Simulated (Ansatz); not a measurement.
Ti

Input

```
crystal:
  lattice:
    - [4.6, 0.0, 0.0]
    - [-2.3, 3.98371686, 0.0]
    - [0.0, 0.0, 2.82]
  atoms:
    - { symbol: Ti, position: [0.0, 0.0, 0.0] }
    - { symbol: Ti, position: [0.33333333, 0.66666667, 0.5] }
    - { symbol: Ti, position: [0.66666667, 0.33333333, 0.5] }
kpoints:
  mp_grid:
    grid: [8, 8, 11]
hamiltonian:
  xc: r2scan
  dispersion: d4
  pseudopotentials:
    kind: paw
scf:
  convergence:
    dr2_threshold: 1.0e-10
  occupations:
    method: fermi_dirac
relax:
  f_tol: 0.05
  max_steps: 60
  cell: {}
output:
  write_density: true
  write_potential: true
  volumetric_format: [xsf, npy]
  dos:
    de: 0.1
    method:
      smearing:
        sigma: 0.1
```

Launched as:

```sh
python vcrelax_ti.py
```

Below, planes, directions and counts refer to the conventional cell (a = 4.56 Å, b = 4.56 Å, c = 2.82 Å, α = 90.00°, β = 90.00°, γ = 120.00°).

The fields are those of the run's last geometry, not of the input's.

Space group P6/mmm; computed without spin polarisation.

Level of theory: DFT r2SCAN, plane waves, PAW in Ansatz 0.2.0.

Question: Predict the valence pseudo-density between the atoms.

Answer: Ti–Ti (2.82 Å): ρ at the midpoint is about 0.19 e/Å³.

Question: Metal or insulator at this level of theory?

Answer: It is gapless in this calculation (a metal or semimetal).

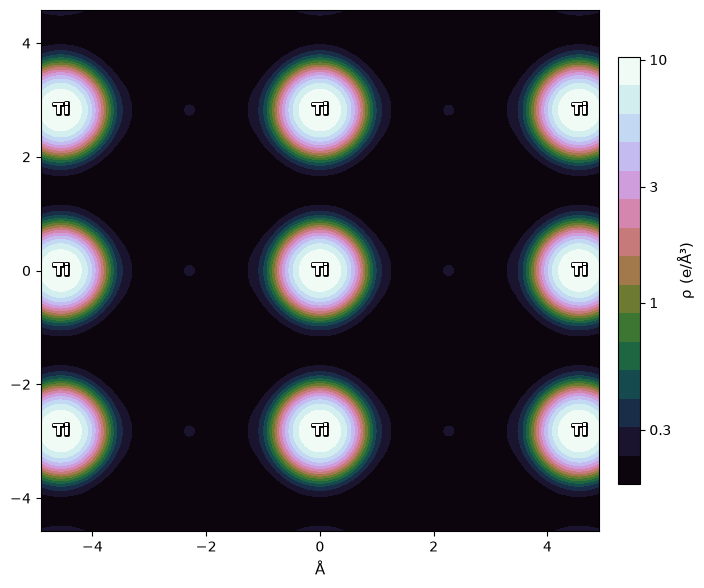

Computed valence pseudo-density on the (100) plane of the conventional cell. 
